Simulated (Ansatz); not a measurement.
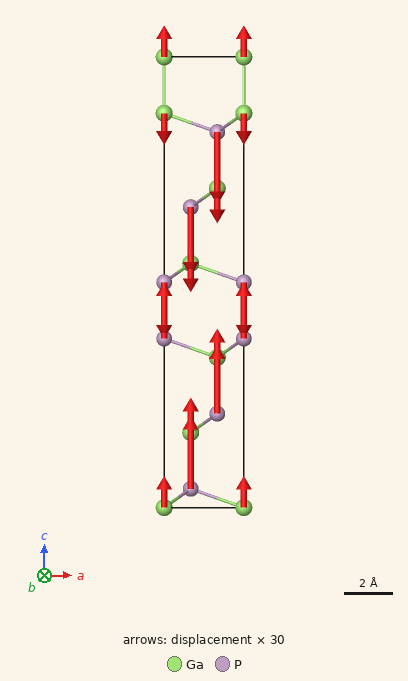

A relaxation of an interface cell of composition GaP. The starting structure is drawn; red arrows show the displacements (the part carried along by the change of the cell is left out), magnified 30 times.

A ball-and-stick model of the cell of the calculation, seen along the b axis.

Case: antiphase boundary on (1 1 1), species swapped.

Level of theory: DFT PBEsol, scalar-relativistic, plane waves, PAW in Ansatz. Set-up: plane-wave cutoff 420 eV; k-point mesh 12 × 12 × 2; occupations gaussian; smearing width 0.05 eV; no spin polarisation; cell relaxed at fixed a, b, alpha, beta, gamma; force threshold 0.02 eV/Å; at most 45 steps.

Question: Atoms of which element are displaced furthest, and by how much?

Answer: Phosphorus: up to 0.10 Å, against 0.05 Å for gallium.

Question: What did the optimiser do to the structure, and how much energy did it gain?

Answer: Over 3 accepted moves (4 points after the start) the energy falls by 0.187 eV per cell of the calculation. The largest force component goes from 1.1 to 0.009 eV/Å. Pressure: 0.56 GPa at the start and 0.29 GPa at the end. The SCF was repeated once at an unchanged geometry on a basis and grid sized afresh for the cell, which shifted the energy by 0.2 meV per cell of the calculation at most. The largest moves relative to the cell, 0.10 Å, are those of P atoms. By element the largest moves are P 0.10 Å, Ga 0.05 Å. The volume changes by +0.4 %, with a = b unchanged at 3.846 Å, c 18.839 → 18.919 Å (+0.4 %). Among the contacts that change: P–P 2.355 → 2.207 Å, Ga–Ga 2.355 → 2.453 Å, Ga–P 2.355 → 2.309 Å, Ga–P 2.355 → 2.376 Å. Cost: 2.9 min on 2 threads of Intel(R) Xeon(R) Platinum 8259CL CPU @ 2.50GHz (Skylake/Cascade Lake), on a shared host, peak memory 0.9 GiB.
